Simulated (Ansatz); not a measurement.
System: Sr, space group Fm-3m (No. 225).

Structure:
```
Sr
1.0
     0.00000    3.01282    3.01282
     3.01282    0.00000    3.01282
     3.01282    3.01282    0.00000
Sr
1
Cartesian
  0.0000 0.0000 0.0000
```

Method: third-order Birch-Murnaghan fit to density functional energies at scaled volumes of the given relaxed cell, shape and atoms relaxed at each volume; energies count from the fitted minimum; plane waves with PAW datasets, Γ-centred k mesh (Ansatz 0.2.0). Level: PBE, no spin polarisation.

wave cutoff 420 eV; k mesh 12×12×12; occupations Gaussian; smearing width 0.1 eV.

Predict the energy above the minimum against volume. The volume takes the values 48.132, 49.773, 51.414, 53.054, 54.695, 56.336, 57.977, 60.165 Å³/atom.

A third-order Birch–Murnaghan fit gives V0 = 54.54 Å³/atom, B0 = 11.6 GPa and B′ = 4.0. The energy above the minimum is 33.5 meV/atom at volume 48.132 Å³/atom and 17.7 meV/atom at 60.165 Å³/atom; the lowest computed point is at volume 54.695 Å³/atom (0.0 meV/atom), in a single well. The solid is metallic at every point.

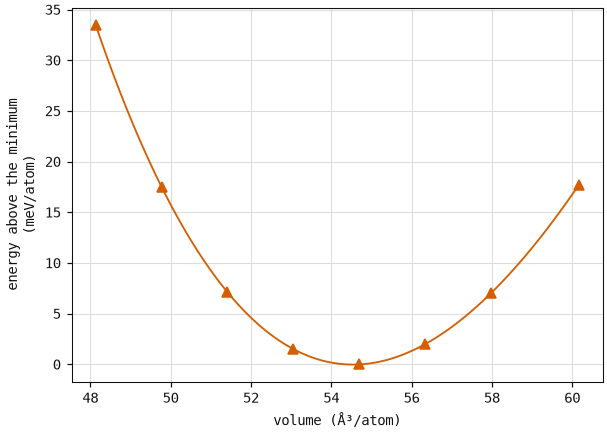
